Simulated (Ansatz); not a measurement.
**Geometry relaxation of W$_{14}$Se$_{27}$ (charge +1) (part 3 of 3)**

Continued. System: W$_{14}$Se$_{27}$ (defect cell, 41 atoms in the cell, total charge +1). Method: DFT PBE+D3(BJ), scalar-relativistic, plane waves, PAW, spin-polarised (Ansatz 0.2.0); cutoff 420 eV, 2×2×2 k-mesh, Gaussian smearing of 0.01 eV, collinear spins. The structure derives from a Materials Project entry. It belongs to a series of runs on one base structure; here: Se vacancy (site f), charge +1, atoms relaxed at the host's cell, started again with a moment of 3 μB.

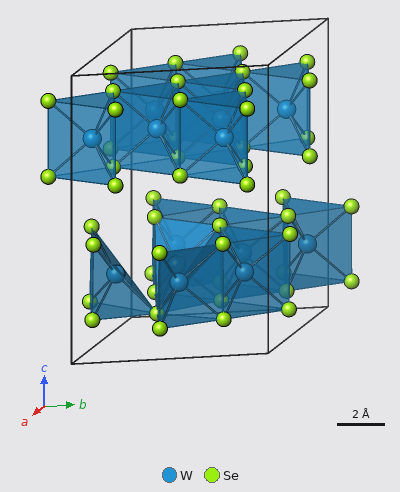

The geometry at step 2 of the log (polyhedral view of the cell of the calculation, seen slightly off an axis; polyhedra are completed across the faces of the cell).

File populations.tsv, continued:
```
11	W	1_5P	-	2.998171	2.998160
11	W	2_5D	-	2.513838	2.499087
12	W	0_5S	-	0.989574	0.989573
12	W	0_6S	-	0.302533	0.301951
12	W	1_5P	-	2.998171	2.998160
12	W	2_5D	-	2.513838	2.499087
13	W	0_5S	-	0.989569	0.989567
13	W	0_6S	-	0.302384	0.302096
13	W	1_5P	-	2.998176	2.998170
13	W	2_5D	-	2.512604	2.502575
14	Se	0_4S	-	0.916649	0.916618
14	Se	1_4P	-	2.124537	2.122162
14	Se	2_3D	-	4.999908	4.999908
15	Se	0_4S	-	0.916649	0.916618
15	Se	1_4P	-	2.124537	2.122162
15	Se	2_3D	-	4.999908	4.999908
16	Se	0_4S	-	0.916358	0.916302
16	Se	1_4P	-	2.124010	2.123047
16	Se	2_3D	-	4.999907	4.999907
17	Se	0_4S	-	0.916358	0.916302
17	Se	1_4P	-	2.124010	2.123047
17	Se	2_3D	-	4.999907	4.999907
18	Se	0_4S	-	0.916358	0.916302
18	Se	1_4P	-	2.124010	2.123047
18	Se	2_3D	-	4.999907	4.999907
19	Se	0_4S	-	0.916649	0.916618
19	Se	1_4P	-	2.124537	2.122162
19	Se	2_3D	-	4.999908	4.999908
20	Se	0_4S	-	0.914566	0.914543
20	Se	1_4P	-	2.119716	2.118333
20	Se	2_3D	-	4.999910	4.999910
21	Se	0_4S	-	0.914566	0.914543
21	Se	1_4P	-	2.119716	2.118333
21	Se	2_3D	-	4.999910	4.999910
22	Se	0_4S	-	0.915059	0.915050
22	Se	1_4P	-	2.120567	2.119554
22	Se	2_3D	-	4.999910	4.999910
23	Se	0_4S	-	0.915059	0.915050
23	Se	1_4P	-	2.120567	2.119554
23	Se	2_3D	-	4.999910	4.999910
24	Se	0_4S	-	0.914843	0.914805
24	Se	1_4P	-	2.121256	2.121025
24	Se	2_3D	-	4.999910	4.999910
25	Se	0_4S	-	0.914566	0.914543
25	Se	1_4P	-	2.119716	2.118333
25	Se	2_3D	-	4.999910	4.999910
26	Se	0_4S	-	0.915059	0.915050
26	Se	1_4P	-	2.120567	2.119554
26	Se	2_3D	-	4.999910	4.999910
27	Se	0_4S	-	0.913297	0.913283
27	Se	1_4P	-	2.111458	2.108209
27	Se	2_3D	-	4.999904	4.999904
28	Se	0_4S	-	0.916828	0.916794
28	Se	1_4P	-	2.111934	2.111904
28	Se	2_3D	-	4.999909	4.999909
29	Se	0_4S	-	0.916828	0.916794
29	Se	1_4P	-	2.111934	2.111904
29	Se	2_3D	-	4.999909	4.999909
30	Se	0_4S	-	0.916474	0.916453
30	Se	1_4P	-	2.107221	2.107344
30	Se	2_3D	-	4.999909	4.999909
31	Se	0_4S	-	0.916474	0.916453
31	Se	1_4P	-	2.107221	2.107344
31	Se	2_3D	-	4.999909	4.999909
32	Se	0_4S	-	0.916474	0.916453
32	Se	1_4P	-	2.107221	2.107344
32	Se	2_3D	-	4.999909	4.999909
33	Se	0_4S	-	0.916828	0.916794
33	Se	1_4P	-	2.111934	2.111904
33	Se	2_3D	-	4.999909	4.999909
34	Se	0_4S	-	0.915461	0.915442
34	Se	1_4P	-	2.116508	2.114881
34	Se	2_3D	-	4.999909	4.999909
35	Se	0_4S	-	0.915461	0.915442
35	Se	1_4P	-	2.116508	2.114881
35	Se	2_3D	-	4.999909	4.999909
36	Se	0_4S	-	0.914978	0.914940
36	Se	1_4P	-	2.118326	2.117014
36	Se	2_3D	-	4.999910	4.999910
37	Se	0_4S	-	0.914978	0.914940
37	Se	1_4P	-	2.118326	2.117014
37	Se	2_3D	-	4.999910	4.999910
38	Se	0_4S	-	0.915044	0.915017
38	Se	1_4P	-	2.119900	2.119733
38	Se	2_3D	-	4.999910	4.999910
39	Se	0_4S	-	0.915461	0.915442
39	Se	1_4P	-	2.116508	2.114881
39	Se	2_3D	-	4.999909	4.999909
40	Se	0_4S	-	0.914978	0.914940
40	Se	1_4P	-	2.118326	2.117014
40	Se	2_3D	-	4.999910	4.999910
```

Trajectory as extended XYZ (Å, eV, eV/Å), 2 frames, from step=1 to step=2:
```
41
Lattice="1.6395 -8.5192 0.0000 6.5581 5.6795 0.0000 0.0000 0.0000 12.7928" Properties=species:S:1:pos:R:3:forces:R:3 step=1 energy=-293104.33901
W     4.8208   -4.6674    3.1660    0.0078  -0.0056  -0.0003
W     3.2712   -2.0105    3.1660    0.0010   0.0096  -0.0003
W     1.6452    0.9658    3.2111   -0.0112   0.0091   0.0024
W     6.5386   -1.8978    3.2111   -0.0023  -0.0142   0.0024
W     4.9186    0.9466    3.2374    0.0000   0.0000   0.0129
W     1.7451   -4.6810    3.1660   -0.0088  -0.0039  -0.0003
W     6.5719    3.7718    3.2111    0.0135   0.0051   0.0024
W     3.2790   -3.7863    9.6030    0.0000   0.0000   0.0013
W     1.6382   -0.9476    9.5953   -0.0047   0.0048   0.0068
W     1.6411   -6.6267    9.5953   -0.0018  -0.0065   0.0068
W     4.9175   -0.9512    9.5955    0.0011  -0.0144   0.0066
W     3.2756    1.8964    9.5955   -0.0130   0.0062   0.0066
W     6.5626    1.8945    9.5955    0.0119   0.0082   0.0066
W     6.5579   -3.7846    9.5953    0.0065   0.0017   0.0068
Se    1.6754   -0.9983    4.8707   -0.0078  -0.0092  -0.0030
Se    1.6663   -6.5691    4.8707    0.0118  -0.0022  -0.0030
Se    4.8621   -1.0188    4.8813    0.0014   0.0069  -0.0018
Se    3.2447    1.9781    4.8813    0.0053  -0.0047  -0.0018
Se    6.6488    1.8804    4.8813   -0.0067  -0.0023  -0.0018
Se    6.4953   -3.7916    4.8707   -0.0040   0.0113  -0.0030
Se    4.9216   -4.7330   11.2802    0.0038  -0.0074  -0.0085
Se    3.2777   -1.8905   11.2802    0.0045   0.0070  -0.0085
Se    1.6395    0.9449   11.2797    0.0077   0.0028  -0.0077
Se    6.5595   -1.8923   11.2797   -0.0063   0.0052  -0.0077
Se    4.9186    0.9466   11.2743    0.0000   0.0000   0.0020
Se    1.6379   -4.7354   11.2802   -0.0083   0.0004  -0.0085
Se    6.5566    3.7871   11.2797   -0.0014  -0.0081  -0.0077
Se    3.2790   -3.7863    1.3967    0.0000   0.0000  -0.0006
Se    1.6599   -0.9501    1.5327    0.0013  -0.0083   0.0034
Se    1.6324   -6.6066    1.5327    0.0066   0.0053   0.0034
Se    4.8897   -0.9447    1.5430    0.0015   0.0054  -0.0034
Se    3.2951    1.9172    1.5430    0.0039  -0.0040  -0.0034
Se    6.5709    1.8672    1.5430   -0.0054  -0.0014  -0.0034
Se    6.5448   -3.8022    1.5327   -0.0079   0.0031   0.0034
Se    4.9153   -4.7290    7.9144    0.0011  -0.0063   0.0046
Se    3.2773   -1.8980    7.9144    0.0049   0.0041   0.0046
Se    1.6402    0.9454    7.9104    0.0040   0.0040  -0.0021
Se    6.5588   -1.8920    7.9104   -0.0054   0.0015  -0.0021
Se    4.9186    0.9466    7.9147    0.0000   0.0000  -0.0064
Se    1.6445   -4.7320    7.9144   -0.0060   0.0022   0.0046
Se    6.5567    3.7863    7.9104    0.0014  -0.0054  -0.0021
41
Lattice="1.6395 -8.5192 0.0000 6.5581 5.6795 0.0000 0.0000 0.0000 12.7928" Properties=species:S:1:pos:R:3:forces:R:3 step=2 energy=-293104.33901
W     4.8208   -4.6674    3.1660    0.0079  -0.0057  -0.0003
W     3.2712   -2.0105    3.1660    0.0010   0.0096  -0.0003
W     1.6452    0.9658    3.2111   -0.0112   0.0091   0.0024
W     6.5386   -1.8978    3.2111   -0.0022  -0.0142   0.0024
W     4.9186    0.9466    3.2374    0.0000   0.0000   0.0129
W     1.7451   -4.6810    3.1660   -0.0088  -0.0040  -0.0003
W     6.5719    3.7718    3.2111    0.0134   0.0052   0.0024
W     3.2790   -3.7863    9.6030    0.0000   0.0000   0.0013
W     1.6382   -0.9476    9.5953   -0.0049   0.0048   0.0068
W     1.6411   -6.6267    9.5953   -0.0017  -0.0066   0.0068
W     4.9175   -0.9512    9.5955    0.0012  -0.0145   0.0066
W     3.2756    1.8964    9.5955   -0.0131   0.0062   0.0066
W     6.5626    1.8945    9.5955    0.0120   0.0083   0.0066
W     6.5579   -3.7846    9.5953    0.0066   0.0018   0.0068
Se    1.6754   -0.9983    4.8707   -0.0079  -0.0091  -0.0030
Se    1.6663   -6.5691    4.8707    0.0118  -0.0022  -0.0030
Se    4.8621   -1.0188    4.8813    0.0014   0.0070  -0.0018
Se    3.2447    1.9781    4.8813    0.0053  -0.0047  -0.0018
Se    6.6488    1.8804    4.8813   -0.0068  -0.0022  -0.0018
Se    6.4953   -3.7916    4.8707   -0.0040   0.0114  -0.0030
Se    4.9216   -4.7330   11.2802    0.0038  -0.0073  -0.0085
Se    3.2777   -1.8905   11.2802    0.0044   0.0070  -0.0085
Se    1.6395    0.9449   11.2797    0.0075   0.0028  -0.0077
Se    6.5595   -1.8923   11.2797   -0.0062   0.0052  -0.0077
Se    4.9186    0.9466   11.2743    0.0000   0.0000   0.0022
Se    1.6379   -4.7354   11.2802   -0.0082   0.0003  -0.0085
Se    6.5566    3.7871   11.2797   -0.0014  -0.0079  -0.0077
Se    3.2790   -3.7863    1.3967    0.0000   0.0000  -0.0008
Se    1.6599   -0.9501    1.5327    0.0012  -0.0083   0.0034
Se    1.6324   -6.6066    1.5327    0.0066   0.0052   0.0034
Se    4.8897   -0.9447    1.5430    0.0015   0.0054  -0.0033
Se    3.2951    1.9172    1.5430    0.0040  -0.0040  -0.0033
Se    6.5709    1.8672    1.5430   -0.0055  -0.0014  -0.0033
Se    6.5448   -3.8022    1.5327   -0.0078   0.0031   0.0034
Se    4.9153   -4.7290    7.9144    0.0011  -0.0062   0.0045
Se    3.2773   -1.8980    7.9144    0.0048   0.0041   0.0045
Se    1.6402    0.9454    7.9104    0.0039   0.0039  -0.0020
Se    6.5588   -1.8920    7.9104   -0.0053   0.0014  -0.0020
Se    4.9186    0.9466    7.9147    0.0000   0.0000  -0.0066
Se    1.6445   -4.7320    7.9144   -0.0060   0.0021   0.0045
Se    6.5567    3.7863    7.9104    0.0014  -0.0053  -0.0020
```

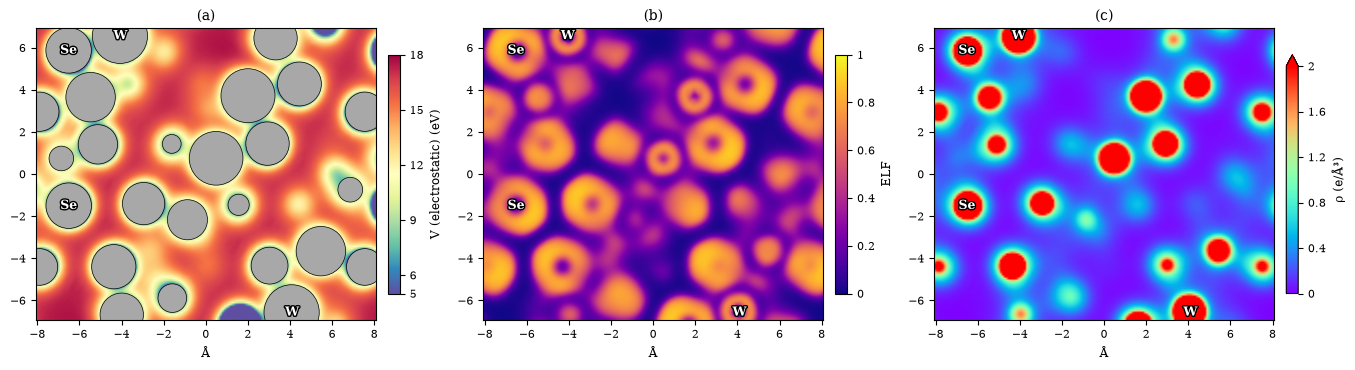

(a) electrostatic potential (local pseudopotential plus Hartree) felt by an electron; (b) electron localisation function; (c) valence electron density on the (111) plane of the calculation cell. Grey discs, where drawn, cover atomic cores. The section cuts through W and Se sites. W–Se (2.53 Å): ρ is about 0.55 e/Å³ halfway; the ELF is about 0.55 at the midpoint. W–Se (2.53 Å): ρ is about 0.55 e/Å³ halfway; the ELF is about 0.55 at the midpoint. Away from the nuclei the density in this plane falls to 0.01 e/Å³ at its lowest. The strong features right at W lie inside the PAW spheres (semicore, d or f shells) and say nothing about bonding. Outside the cores the potential energy rises away from the atoms and is highest about 2.3 Å from the nearest atoms; outside the discs it spans about 12 eV, and its zero is arbitrary. In a PAW calculation such maps are meaningful between the atoms, not at the nuclei.

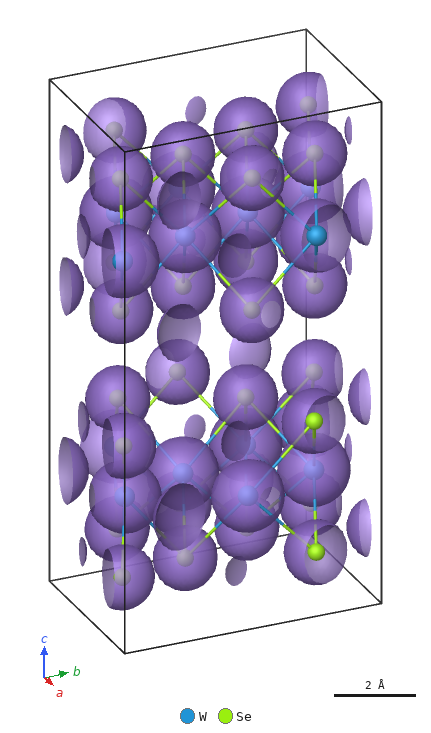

Isosurface of the valence charge density (pseudo) at 1 e/Å³ (purple), seen slightly off an axis. Sticks mark near contacts. The outline is the calculation cell. At this value the density breaks into separate islands; it holds about 70 % of the electrons treated as valence (semicore included). It is pinched off along the W–Se (2.51 Å) and W–Se (2.55 Å) contacts. On the grid the lowest density along these lines, outside the cores, is 0.56 e/Å³ (W–Se, 2.51 Å) and 0.54 e/Å³ (W–Se, 2.55 Å).

The run was set up as follows.

The input:
```yaml
crystal:
  lattice:
    - [1.639520277, -8.5191972597, 0.0]
    - [6.5580811083, 5.6794648397, 0.0]
    - [0.0, 0.0, 12.7928245273]
  atoms:
    - { symbol: W, position: [0.889657977, 0.5126783653, 0.2474839067], spin: 1.0 }
    - { symbol: W, position: [0.4873216347, 0.3769796116, 0.2474839067], spin: 1.0 }
    - { symbol: W, position: [0.0461814657, 0.2393231638, 0.2510102159] }
    - { symbol: W, position: [0.7606768362, 0.806858302, 0.2510102159] }
    - { symbol: W, position: [0.3333333333, 0.6666666667, 0.2530620695] }
    - { symbol: W, position: [0.6230203884, 0.110342023, 0.2474839067], spin: 1.0 }
    - { symbol: W, position: [0.193141698, 0.9538185343, 0.2510102159] }
    - { symbol: W, position: [0.6666666667, 0.3333333333, 0.7506565813] }
    - { symbol: W, position: [0.2380791944, 0.1902742789, 0.7500551709] }
    - { symbol: W, position: [0.8097257211, 0.0478049156, 0.7500551709] }
    - { symbol: W, position: [0.5241794549, 0.6187904638, 0.7500672862] }
    - { symbol: W, position: [0.0946110089, 0.4758205451, 0.7500672862] }
    - { symbol: W, position: [0.3812095362, 0.9053889911, 0.7500672862] }
    - { symbol: W, position: [0.9521950844, 0.7619208056, 0.7500551709] }
    - { symbol: Se, position: [0.2464280966, 0.1938704126, 0.380734868] }
    - { symbol: Se, position: [0.8061295874, 0.052557684, 0.380734868] }
    - { symbol: Se, position: [0.5261607556, 0.6098580909, 0.3815648063] }
    - { symbol: Se, position: [0.0836973353, 0.4738392444, 0.3815648063] }
    - { symbol: Se, position: [0.3901419091, 0.9163026647, 0.3815648063] }
    - { symbol: Se, position: [0.947442316, 0.7535719034, 0.380734868] }
    - { symbol: Se, position: [0.9050369615, 0.5241977483, 0.8817605006] }
    - { symbol: Se, position: [0.4758022517, 0.3808392133, 0.8817605006] }
    - { symbol: Se, position: [0.0477921284, 0.2380550703, 0.8817170815] }
    - { symbol: Se, position: [0.7619449297, 0.8097370581, 0.8817170815] }
    - { symbol: Se, position: [0.3333333333, 0.6666666667, 0.8812954419] }
    - { symbol: Se, position: [0.6191607867, 0.0949630385, 0.8817605006] }
    - { symbol: Se, position: [0.1902629419, 0.9522078716, 0.8817170815] }
    - { symbol: Se, position: [0.6666666667, 0.3333333333, 0.1091772257] }
    - { symbol: Se, position: [0.2402303861, 0.1930541227, 0.1198073438] }
    - { symbol: Se, position: [0.8069458773, 0.0471762634, 0.1198073438] }
    - { symbol: Se, position: [0.5211081745, 0.6153267616, 0.120613482] }
    - { symbol: Se, position: [0.0942185872, 0.4788918255, 0.120613482] }
    - { symbol: Se, position: [0.3846732384, 0.9057814128, 0.120613482] }
    - { symbol: Se, position: [0.9528237366, 0.7597696139, 0.1198073438] }
    - { symbol: Se, position: [0.9040835452, 0.5234745177, 0.6186577301] }
    - { symbol: Se, position: [0.4765254823, 0.3806090275, 0.6186577301] }
    - { symbol: Se, position: [0.0477959719, 0.2381534004, 0.6183437925] }
    - { symbol: Se, position: [0.7618465996, 0.8096425715, 0.6183437925] }
    - { symbol: Se, position: [0.3333333333, 0.6666666667, 0.6186843393] }
    - { symbol: Se, position: [0.6193909725, 0.0959164548, 0.6186577301] }
    - { symbol: Se, position: [0.1903574285, 0.9522040281, 0.6183437925] }
  host:
    lattice:
      - [3.2790405541, 0.0, 0.0]
      - [-1.639520277, 2.8397324199, 0.0]
      - [0.0, 0.0, 12.7928245273]
    atoms:
      - { symbol: W, position: [0.6666666667, 0.3333333333, 0.2500158825] }
      - { symbol: W, position: [0.3333333333, 0.6666666667, 0.7499841175] }
      - { symbol: Se, position: [0.3333333333, 0.6666666667, 0.3816757888] }
      - { symbol: Se, position: [0.6666666667, 0.3333333333, 0.8816435852] }
      - { symbol: Se, position: [0.3333333333, 0.6666666667, 0.1183564148] }
      - { symbol: Se, position: [0.6666666667, 0.3333333333, 0.6183242112] }
total_charge: 1
basis:
  ecutwfc: 420
  xc_grid: 2
kpoints:
  mp_grid: { grid: [2, 2, 2], shift: [0.0, 0.0, 0.0] }
hamiltonian:
  xc: pbe
  dispersion: d3bj
scf:
  occupations: { method: gaussian, width: 0.01 }
output:
  forces: true
  stress: false
  eigenvalues: true
  populations: true
  charged_corrections:
    defect_position: [0.66666667, 0.33333333, 0.38167579]
    epsilon: [[15.759, 0.0, 0.0], [0.0, 15.759, 0.0], [0.0, 0.0, 8.2223]]
  write_density: true
  write_potential: true
  elf: true
  volumetric_format: npy
magnetization:
  spin_polarized: true
relax:
  adjacent_minimum: "off"
  f_tol: 0.025
  max_steps: 45
```

Run as:
```bash
ansatz run input.yaml --threads 4 --pin off --max-ram 10240MiB --backend cpu --events-out ev --progress --plain --runs-dir out
```

Summary:

| quantity | value |
| --- | --- |
| outcome | converged |
| electrons treated | 627 |
| free energy | −293104.3390 eV |
| Fermi energy | 12.464 eV |
| gap on the k-point mesh | none (metallic) |
| net moment of the cell | 0.20 μB |
| integrated absolute moment | 0.22 μB |
| final volume | 833.85 Å³ |
| largest force (length of the vector) at the end | 0.016 eV/Å |
| hardware | 4 threads of Intel Xeon (Granite Rapids), 16 GiB of memory available, shared host |
| wall time | 1.8 min (CPU time 6.8 min) |
| peak memory | 5.7 GiB |

Notes:

The program warns: some starting moments were not kept. The cell is charged and computed with a neutralising background, so its energy and pressure depend on the cell and aren't those of a real crystal. Spin–orbit coupling is left out, which matters for W.
